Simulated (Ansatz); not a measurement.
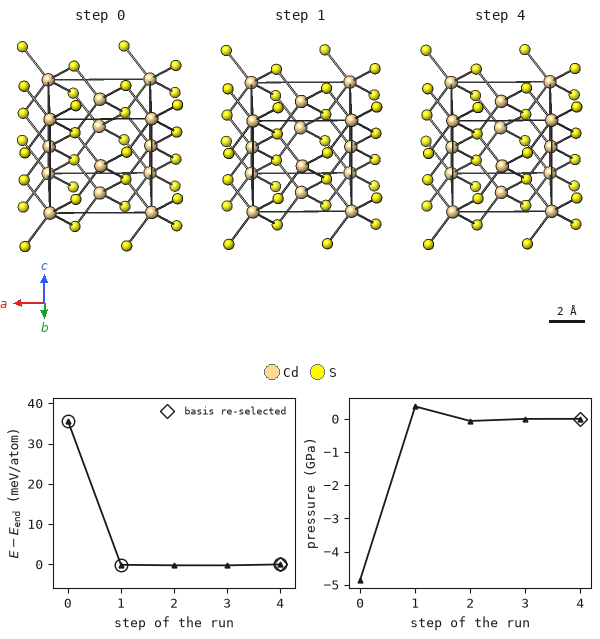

Frames of a relaxation of a crystal of CdS (built on the measured structure type), marked on the history of the run. The picture is a ball-and-stick view of the conventional cell (4 times the calculation's cell), seen from a free direction. Lengths and directions refer to the drawn axes.

Theory: DFT, LDA, plane waves, PAW (Ansatz 0.2.0).

Input file:
```yaml
crystal:
  lattice:
    - [0.0, 2.9632110667, 2.9632110667]
    - [2.9632110667, 0.0, 2.9632110667]
    - [2.9632110667, 2.9632110667, 0.0]
  atoms:
    - { symbol: Cd, position: [0.0, 0.0, 0.0] }
    - { symbol: S, position: [0.25, 0.25, 0.25] }
kpoints:
  mp_grid: { grid: [6, 6, 6] }
hamiltonian:
  xc: lda
scf:
  occupations: { method: fermi_dirac, width: 0.02 }
relax:
  f_tol: 0.005
  cell: {}
```

Launched with:
```bash
ansatz run input.yaml --threads 2 --pin off --max-ram 2211MiB --backend cpu --events-out ev --progress --plain --runs-dir out
```

What happens along the run?

After 3 accepted moves (4 points after the start) the energy has fallen by 35.6 meV per atom. All forces vanish by symmetry, so only the cell relaxes. Pressure: −4.85 GPa at the start and 0.00 GPa at the end. The SCF was repeated once at an unchanged geometry on a basis and grid sized afresh for the cell, which shifted the energy by 0.2 meV per atom at most. No atom moves by more than 0.005 Å relative to the cell. The volume changes by −8.3 %, with a = b = c 5.926 → 5.757 Å (−2.9 %). Near-neighbour distances that change, for instance: Cd1–S2 2.566 → 2.493 Å. The space group stays F-43m (No. 216). The run took about 9 core-seconds on a shared host. From step 0 to 1: volume −8.8 %, energy −35.7 meV per atom. From step 1 to 4: volume +0.5 %, energy +0.1 meV per atom.

```
step  E − E(0), meV/atom  pressure, GPa  volume, Å³/atom                      note
   0                0.00          -4.85           26.019                          
   1              -35.72           0.38           23.719                          
   2              -35.85          -0.06           23.871                          
   3              -35.86           0.00           23.849                          
   4              -35.63           0.00           23.849  same geometry, new basis
```
